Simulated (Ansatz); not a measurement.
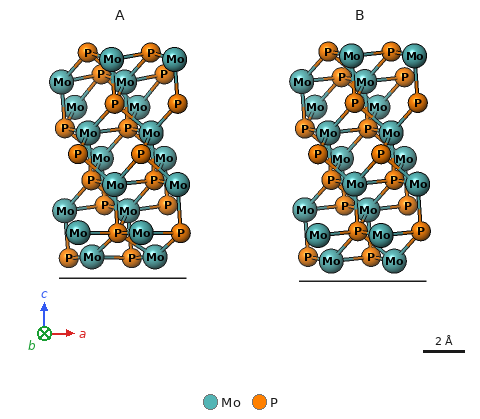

Two geometries of a slab of composition MoP (cut from the P-6m2 phase), drawn at one scale. One is the start of a relaxation, the other its converged end. Style: ball-and-stick. Shown: the 2 × 1 repeat of the cell, outlined in the plane, without the vacuum (origin shifted), along the b axis.

All numbers below come from DFT PBEsol, scalar-relativistic, plane waves, PAW in Ansatz. Settings: plane-wave cutoff 420 eV; k-point mesh 11 × 5 × 1; occupations gaussian; smearing width 0.1 eV; no spin polarisation; dipole correction; atoms relaxed in a fixed cell; force threshold 0.02 eV/Å; at most 60 steps.

Question: Which of the two is the end point?

Answer: Structure A is the relaxed one. Case: (2 0 1) slab, atoms relaxed. The slab is the (2 0 1) face of MoP. The largest move relative to the layer's centre is that of a Mo atom, 0.27 Å at 38° to the normal (+c side). Largest moves by element: Mo 0.27 Å, P 0.17 Å. The cell stays as it was. Among the contacts that change: Mo–Mo 3.206 → 2.940 Å, Mo–Mo 3.206 → 3.065 Å, Mo–P 2.438 → 2.297 Å, Mo–Mo 3.174 → 3.077 Å. Among the angles between lasting bonds that change: P–Mo–P 135.4° → 150.1°, Mo–P–Mo 135.4° → 149.4°, Mo–P–Mo 82.2° → 73.1°. The energy falls by 0.796 eV per cell of the calculation in 5 geometry steps. Largest force component: 2.2 eV/Å at the start, 0.0039 eV/Å at the end. The run took 3.9 min on 2 threads of AMD EPYC 9R45 (Zen 5), on a shared host, peak memory 1.7 GiB.
